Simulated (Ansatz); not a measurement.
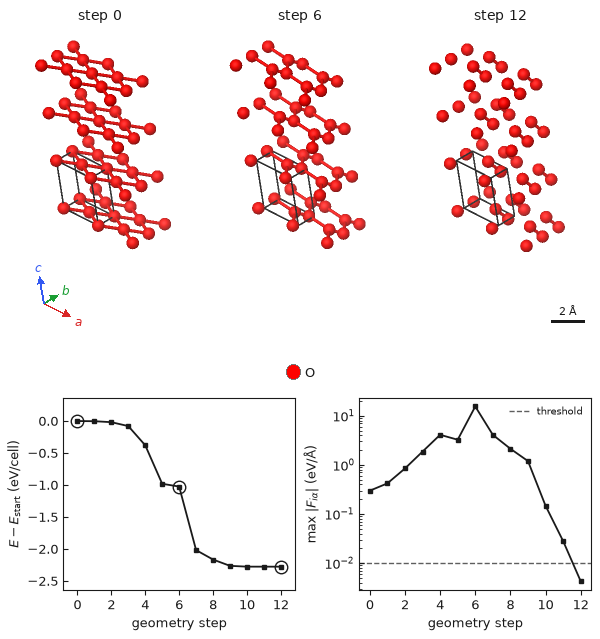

Frames of a relaxation of a crystal of O (set up in P-1), marked on the history of the run. Style: ball-and-stick. Shown: the cell of the calculation, repeated 2 × 2 × 3 with one cell outlined, slightly off an axis.

Case: cell sheared at random, sigma 0.01, atoms nudged by 0.01 Å; relaxed back.

The calculation used DFT r2SCAN, scalar-relativistic, plane waves, PAW (Ansatz). (plane-wave cutoff 500 eV; k-point mesh 14 × 14 × 14; occupations gaussian; smearing width 0.15 eV; no spin polarisation; atoms relaxed in a fixed cell; force threshold 0.01 eV/Å; at most 80 steps)

Describe the path.

After 12 geometry steps the energy has fallen by 2.276 eV per cell of the calculation. The largest force component goes from 0.3 to 0.0043 eV/Å. The largest moves, 0.44 Å, are those of O atoms. The cell stays as it was. Among the contacts that change: O–O 1.797 → 2.545 Å, O–O 1.763 → 1.202 Å, O–O 1.765 → 1.988 Å, O–O 1.768 → 1.968 Å. The space group stays P-1 (No. 2). Cost: 7.9 min on 1 thread of Arm Neoverse V1, on a shared host, peak memory 0.65 GiB. From step 0 to 6: O atoms move most (0.36 Å), energy −1.024 eV per cell of the calculation. From step 6 to 12: O atoms move most (0.20 Å), energy −1.252 eV per cell of the calculation.

```tsv
step	E − E(0), meV/atom	largest force component, eV/Å
0	0.00	0.2983
1	-1.24	0.4205
2	-8.79	0.8460
3	-39.33	1.8666
4	-189.37	4.1030
5	-490.22	3.2547
6	-512.01	15.4706
7	-1008.60	4.0922
8	-1082.37	2.1307
9	-1131.49	1.1953
10	-1137.76	0.1469
11	-1137.91	0.0281
12	-1137.97	0.0043
```
